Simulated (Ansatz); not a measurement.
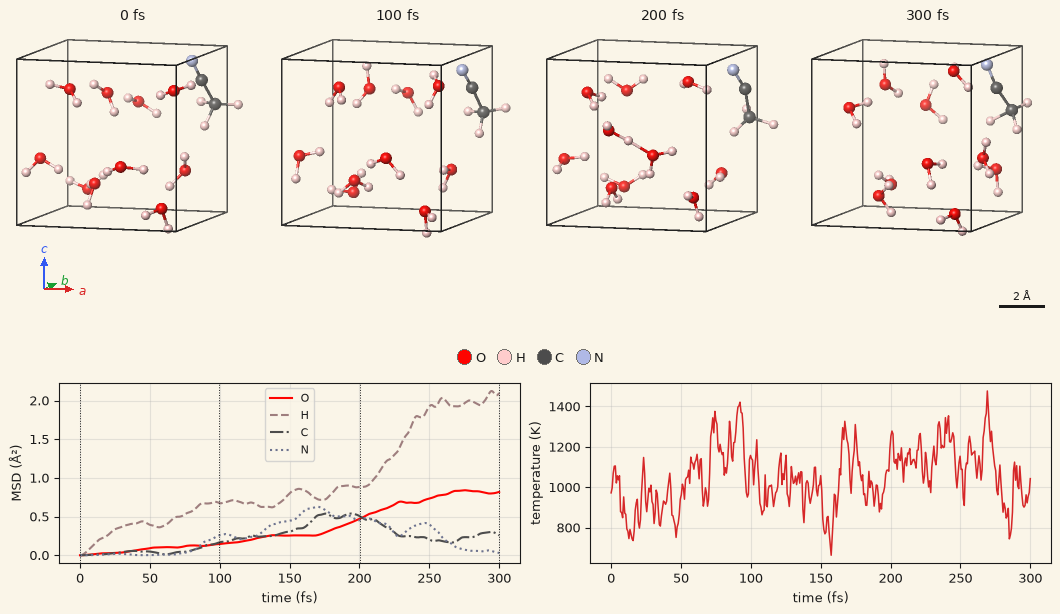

A Born-Oppenheimer molecular dynamics run of a periodic cell with 10 H2O + 1 CH3CN at 0.863 g/cm³, 300 fs long. It starts from the last geometry of an earlier run, with fresh velocities. Frames and the history of the run. The picture is a ball-and-stick view of the simulation cell, seen slightly off an axis. Atoms that leave the cell re-enter on the other side.

Theory: DFT LDA, scalar-relativistic, plane waves, PAW in Ansatz. Run with plane-wave cutoff 420 eV; k-point mesh 1 × 1 × 1; Fermi-Dirac smearing 0.05 eV; Langevin thermostat (NVT); set temperature 1000 K; time step 0.75 fs; friction 0.05 per fs.

**Describe the run.**

In the second half of the run the atoms are, in the root-mean-square, this far from where they began (common drift taken out): H 1.18 Å, O 0.76 Å, N 0.59 Å, C 0.58 Å. The heavy atoms stay within a fraction of a molecule's size of their starting places; so short a run doesn't tell a liquid from a solid. Bond changes: one H–O bond forms at about 46 fs; one H–O bond breaks at about 57 fs. Over the second half the temperature averages 1080 K (spread ±147 K). The potential energy is still drifting at the end, so the run hasn't reached equilibrium. The potential energy in the second half lies on average 28.3 meV per atom above the first frame.

Limits of the set-up: the periodic images lie only 7.5 Å apart, so the values are limited by the cell's size.

The run took 15 min on 1 thread of Arm Neoverse V1 (shared host), peak memory 0.44 GiB.
